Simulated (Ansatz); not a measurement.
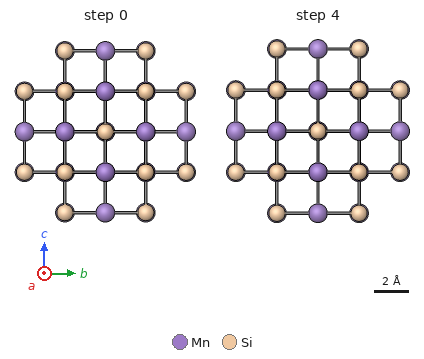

The structure of a crystal of MnSi (a generated structure, set up in Fm-3m) before (left) and after (right) a relaxation, at one scale.

Style: ball-and-stick. Shown: the conventional cell (4 times the calculation's cell), along the a axis. Lengths and directions refer to the drawn axes.

Case: cell and atoms relaxed from a first guess.

The calculation used DFT, PBE, PAW with Ansatz's default frozen-core files, scalar-relativistic (Ansatz 0.2.0).

The input:
```yaml
crystal:
  lattice:
    - [0.0, 2.3846291566, 2.3846291566]
    - [2.3846291566, 0.0, 2.3846291566]
    - [2.3846291566, 2.3846291566, 0.0]
  atoms:
    - { symbol: Mn, position: [0.0, 0.0, 0.0], spin: 4.0 }
    - { symbol: Si, position: [0.5, 0.5, 0.5] }
magnetization:
  spin_polarized: true
kpoints:
  mp_grid: { grid: [15, 15, 15] }
scf:
  occupations: { method: fermi_dirac, width: 0.05 }
hamiltonian:
  xc: pbe
  pseudopotentials: { kind: paw }
output:
  forces: true
  stress: true
relax:
  f_tol: 0.005
  max_steps: 80
  cell: {}
```

Summarise the run.

The energy falls by 10.5 meV per atom in 3 accepted moves (4 points after the start). All forces vanish by symmetry, so only the cell relaxes. Pressure: 5.39 GPa at the start and 0.03 GPa at the end. At 1 point the geometry stayed and the basis and grid were re-selected for the new cell (energy shift of 0.2 meV per atom at most each time). The atoms keep their places relative to the cell (all moves are under 0.005 Å). The volume changes by +4.8 %, with a = b = c 4.769 → 4.845 Å (+1.6 %). Among the contacts that change: Mn1–Si2 2.385 → 2.422 Å. The space group stays Fm-3m (No. 225).
